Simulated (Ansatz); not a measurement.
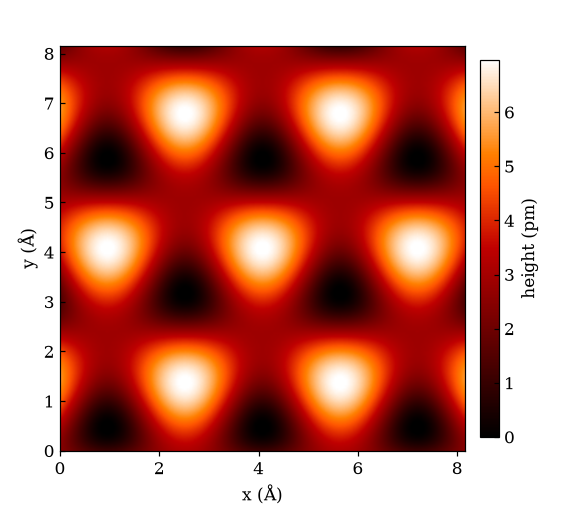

Simulated STM image (constant-current image at a set point of 1.7 × 10⁻⁶ e/Å³, sample bias −2.00 V).

Tersoff–Hamann simulation (s-wave tip); biases are sample biases. Bias windows are sharp sums over the levels of the k mesh.

### Read the surface lattice from the image: type, spacings and angle.

The pattern repeats on a hexagonal lattice with shortest vectors of 3.1 Å at 60° (or 120°), a cell of 8.5 Å², with 1 maximum above 60 % of the range in each cell.

The surface:

Monolayer MoS2. The brightest spots lie over the top S atoms; the darkest points are over the sites above the Mo atoms 1.6 Å below the top plane. So weak a contrast (7 pm) depends on the k-mesh and on the tip.

Method: Ansatz 0.2.0, DFT PBE+D3(BJ), scalar-relativistic, plane waves, PAW. Cutoff 420 eV, 30 × 30 k-points, Gaussian smearing 0.05 eV, dipole correction. No spin polarisation. The run warns that the functional's potential is rough in the thin density of the vacuum, where the tip is; weak contrasts and barriers may feel it.
